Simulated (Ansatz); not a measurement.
Read the following structure.

```xyz
16
Lattice="3.1565 0.0000 0.0000 0.0000 17.8557 0.0000 0.0000 0.0000 4.4639" Properties=species:S:1:pos:R:3 pbc="T T T"
Ti    0.0000    7.8119    3.3479
Ti    0.0000   10.0438    1.1160
Ti    0.0000   12.2758    3.3479
Ti    0.0000    5.5799    1.1160
Al    1.5782    5.5799    3.3479
Al    1.5782    7.8119    1.1160
Al    1.5782   10.0438    3.3479
Al    1.5782   12.2758    1.1160
Ti    1.5782   16.7397    3.3479
Ti    1.5782    1.1160    1.1160
Ti    1.5782    3.3479    3.3479
Ti    1.5782   14.5078    1.1160
Al    0.0000   14.5078    3.3479
Al    0.0000   16.7397    1.1160
Al    0.0000    1.1160    3.3479
Al    0.0000    3.3479    1.1160
```

Question: Describe what this structure looks like.

Answer: Its composition is TiAl. The atoms follow space group Cmcm (No. 63); the Bravais lattice is base-centred orthorhombic. It has 16 atoms to the cell (8 Ti, 8 Al).

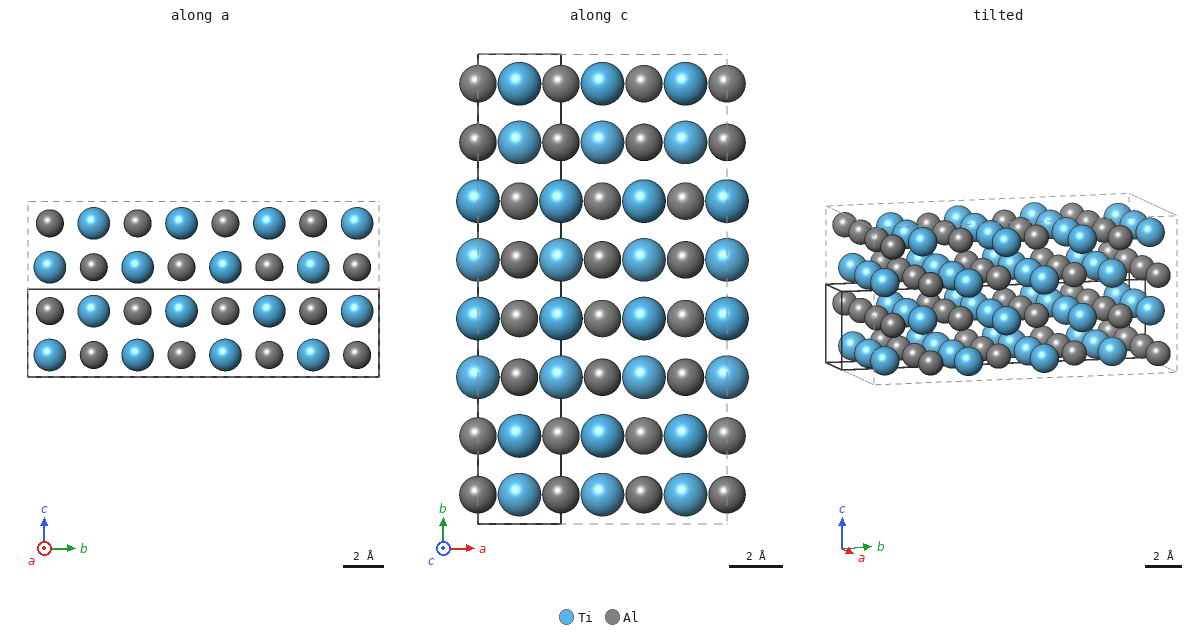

An orthographic spheres-only view of the structure, along the a axis, along the c axis and slightly off an axis. The solid frame is a single conventional unit cell within a 3×1×2 block.

The initial geometry was a structure listed in the Materials Project. The cell was then strained or its atoms displaced on purpose. A calculation with Ansatz used it as input.

At this level of theory the run's own cell isn't at rest (compressed, at 6 GPa and forces up to 3.6 eV/Å), so its distances can differ from those at equilibrium, the more so the softer the solid.
